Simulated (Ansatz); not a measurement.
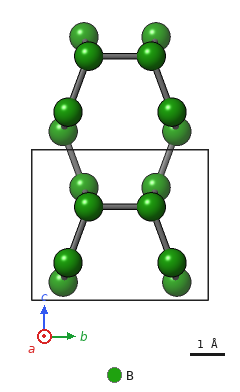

This is the input geometry for a relaxation of a crystal of B (a generated structure, set up in Imm2). A ball-and-stick model of the conventional cell (2 times the calculation's cell), repeated 1 × 1 × 2 with one cell outlined, seen along the a axis. Lengths and directions refer to the drawn axes.

These are results of Ansatz, DFT PBE, scalar-relativistic, plane waves, PAW, not measurements.

Input
```yaml
crystal:
  lattice:
    - [-1.5522191749, 2.6333783926, 2.2512744271]
    - [1.5522191749, -2.6333783926, 2.2512744271]
    - [1.5522191749, 2.6333783926, -2.2512744271]
  atoms:
    - { symbol: B, position: [0.0436658607, 0.2485189419, 0.7951469187] }
    - { symbol: B, position: [0.4533720232, 0.2485189419, 0.2048530813] }
    - { symbol: B, position: [0.2978349758, 0.6201976756, 0.6776373003] }
    - { symbol: B, position: [0.9425603753, 0.6201976756, 0.3223626997] }
basis:
  ecutwfc: 420
kpoints:
  mp_grid: { grid: [18, 18, 18] }
hamiltonian:
  xc: pbe
scf:
  occupations: { method: gaussian, width: 0.1 }
output:
  forces: true
  stress: true
  eigenvalues: true
relax:
  adjacent_minimum: "off"
  f_tol: 0.01
  max_steps: 80
  cell: { stress_tol: 0.05 }
```

Command:
```bash
ansatz run input.yaml --threads 1 --pin off --max-ram 2560MiB --backend cpu --events-out ev --progress --plain --runs-dir out
```

Question: Where does the relaxation end?

Answer: The energy falls by 1.9 meV per atom in 9 accepted moves (13 points after the start). The largest force component goes from 0.038 to 0.00047 eV/Å. Pressure: −0.21 GPa at the start and 0.00 GPa at the end. The line search rejected the trial steps at points 3, 6 of the run. The SCF was repeated twice at an unchanged geometry on a basis and grid sized afresh for the cell, which shifted the energy by less than 0.05 meV per atom at most. The largest moves relative to the cell, 0.093 Å, are those of B3 and B4. B4 goes roughly along [0 −3 −1]. The drawn cell changes as follows: a 3.104 → 3.094 Å (−0.3 %), b 5.267 → 5.076 Å (−3.6 %), c 4.503 → 4.605 Å (+2.3 %); the volume changes by −1.8 %. Some distances before and after: B3–B4 1.871 → 1.987 Å, B1–B3 1.784 → 1.769 Å, B1–B4 1.662 → 1.667 Å. Among the angles between lasting bonds that change: B2–B3–B4 94.9° → 90.0°, B1–B3–B2 107.2° → 110.7°, B1–B3–B4 110.3° → 108.2°. The space group (tolerance 0.01 Å) goes from Imm2 (No. 44) to Imma (No. 74).

History of the run:

| step | E − E(0), meV/atom | largest force component, eV/Å | pressure, GPa | volume, Å³/atom | note |
| --- | --- | --- | --- | --- | --- |
| 0 | 0.00 | 0.0380 | -0.21 | 9.202 |  |
| 1 | -0.50 | 0.0344 | -0.06 | 9.154 |  |
| 2 | -0.68 | 0.0315 | 0.04 | 9.131 |  |
| 3 | 0.95 | 0.1634 | -1.36 | 9.126 | rejected |
| 4 | -0.94 | 0.0190 | -0.04 | 9.114 |  |
| 5 | -1.24 | 0.0460 | -0.19 | 9.073 |  |
| 6 | -1.20 | 0.0510 | 0.29 | 9.026 | rejected |
| 7 | -1.55 | 0.0446 | 0.04 | 9.052 |  |
| 8 | -1.78 | 0.0251 | 0.19 | 9.021 |  |
| 9 | -1.72 | 0.0084 | -0.62 | 9.093 |  |
| 10 | -1.89 | 0.0029 | 0.00 | 9.049 |  |
| 11 | -1.85 | 0.0031 | -0.01 | 9.049 | same geometry, new basis |
| 12 | -1.86 | 0.0005 | 0.00 | 9.041 |  |
| 13 | -1.85 | 0.0005 | 0.00 | 9.041 | same geometry, new basis |

Final geometry:

```
B
1.0
    -1.54711    2.53816    2.30236
     1.54711   -2.53816    2.30236
     1.54711    2.53816   -2.30236
B
4
Cartesian
  1.5471 1.5446 -1.1427
  0.0000 0.9936 1.1597
  1.5471 0.9934 0.5381
  0.0000 1.5447 2.8405
```

The end point in the same view:

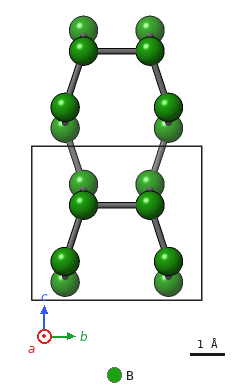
